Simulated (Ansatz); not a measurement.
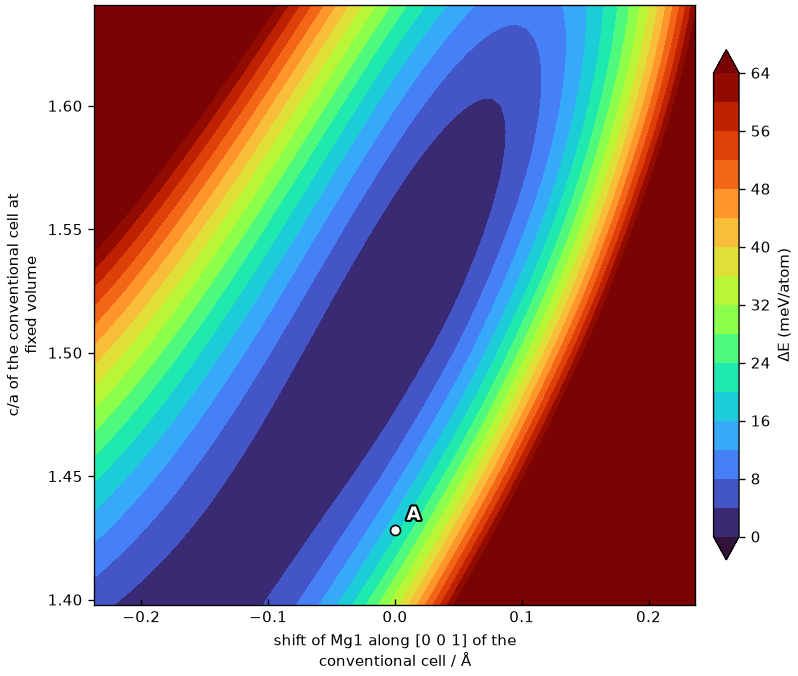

MgO (P6_3mc, No. 186; 4 atoms in the cell). The energy is mapped over a free internal coordinate and the cell. First axis: shift of Mg1 along [0 0 1] of the conventional cell, Cartesian (0 0 1), its symmetry partners moved as symmetry demands (measured in the relaxed cell). Second axis: c/a of the conventional cell at fixed volume. Nothing is relaxed (all other coordinates fixed). The scan uses a 9 × 9 grid. Points are written as (first, second). All energies are given in meV/atom relative to the lowest grid point. All numbers below come from DFT PBEsol, scalar-relativistic, plane waves, PAW (Ansatz). Settings: cutoff 520 eV, k-mesh 9×9×6 in the order of the run's cell vectors, gaussian smearing 0.05 eV, no spin polarisation.

Drawn: filled contours, one colour for all values above the top of the scale, the point A. Between grid points the surface is interpolated.

Which way does the force act at A, and how strong is it?

A, at (0.000 Å, 1.428), is not a stationary point. The computed force is 360 meV/atom for each Å towards smaller values of the first coordinate and 430 meV/atom for each unit towards larger values of the second coordinate.

PAW datasets: the set soft_1.
